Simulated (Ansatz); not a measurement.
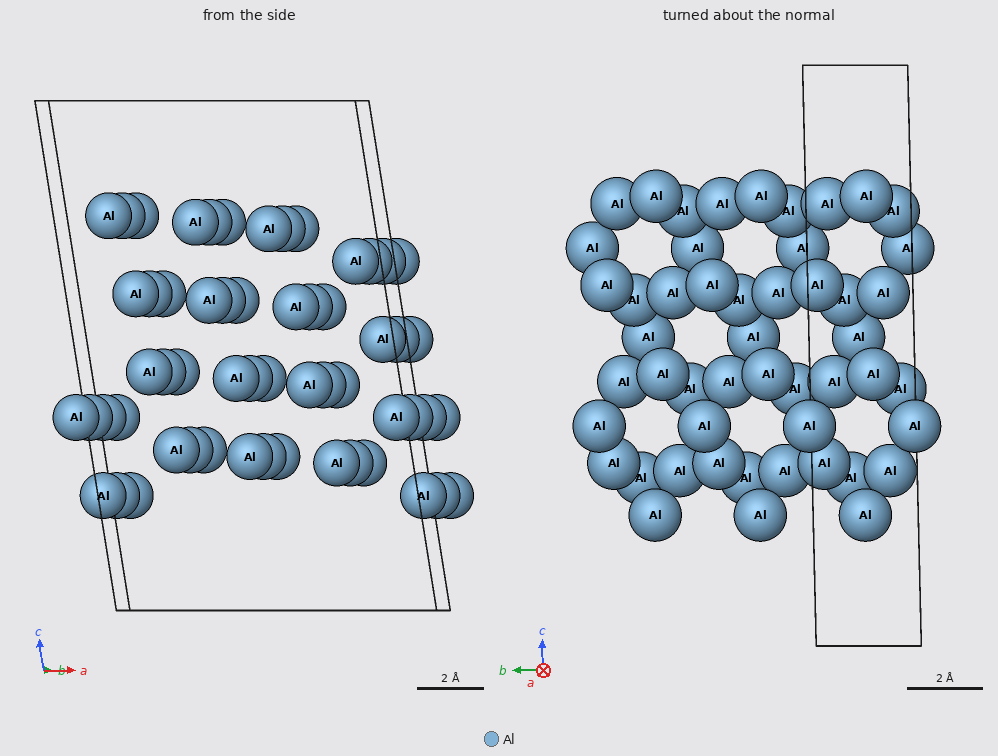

A spheres-only picture of a periodic slab, seen from the side and turned about the normal. The surface normal points up in side views; the box is the simulation cell. 1×3 cells are drawn in the plane, with atoms at the edges repeated.

The cell holds 16 Al.

Q: How far apart are the outermost atoms along the normal?

A: About 9 Å from the lowest to the highest atom, with about 7 Å of vacuum to the next image.

Q: State the number of planes and their content from above.

A: Eight planes: Al / Al / Al / Al / Al / Al / Al / Al.

The starting point was a structure listed in the Materials Project. The cell was then strained or its atoms displaced on purpose. It went into a calculation with Ansatz.
